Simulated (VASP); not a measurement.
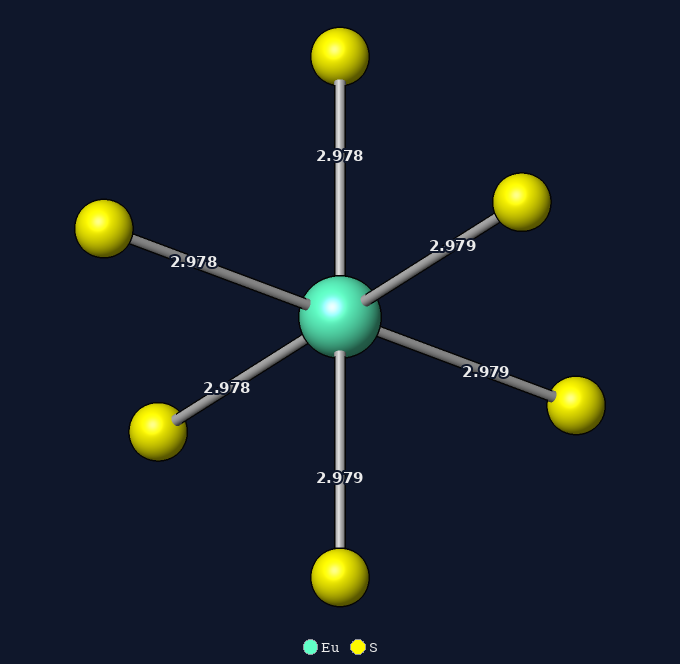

The surroundings of site Eu1 (at 0.000, 0.000, 0.000) in EuS (Fm-3m, No. 225), with bond lengths in Å.

The cell is taken from an entry of the Crystallography Open Database, as set up for an electronic-structure calculation.

```
CELL_PARAMETERS angstrom
5.95700 0.00000 0.00000
0.00000 5.95700 0.00000
0.00000 0.00000 5.95700
ATOMIC_POSITIONS crystal
Eu 0.00000 0.00000 0.00000
S 0.50000 0.00000 0.00000
Eu 0.00000 0.50000 0.50000
S 0.50000 0.50000 0.50000
Eu 0.50000 0.00000 0.50000
S 0.00000 0.00000 0.50000
Eu 0.50000 0.50000 0.00000
S 0.00000 0.50000 0.00000
```

Bond valence s = exp((R0 − d)/b), R0 fitted to published crystal structures with b = 0.37 Å, summed over all anions within 5 Å; R0 in Å: Eu2+–S 2.573; Eu3+–S 2.554.

> Which oxidation state of Eu do these bonds support?

With the Eu2+ parameters the computed sum is 3 × 0.335 + 3 × 0.334 = 2.01. With the Eu3+ parameters the computed sum is 3 × 0.318 + 3 × 0.317 = 1.90. The sum matches its own assumption best for Eu2+, which also balances the formula's charge.

> And over the whole structure?

```json
{"site": "Eu1", "x, y, z": "0.000, 0.000, 0.000", "formal valence": "+2", "bond-valence sum": "2.01", "difference": "0.01"}
{"site": "S1", "x, y, z": "0.500, 0.000, 0.000", "formal valence": "−2", "bond-valence sum": "2.01", "difference": "0.01"}
```

These sums include all anions within 5 Å. The global instability index (root mean square of the differences over all atoms) is 0.01 v.u.: little strain. The cell was not relaxed for this table, and a volume that is off by a few per cent shifts all sums together.
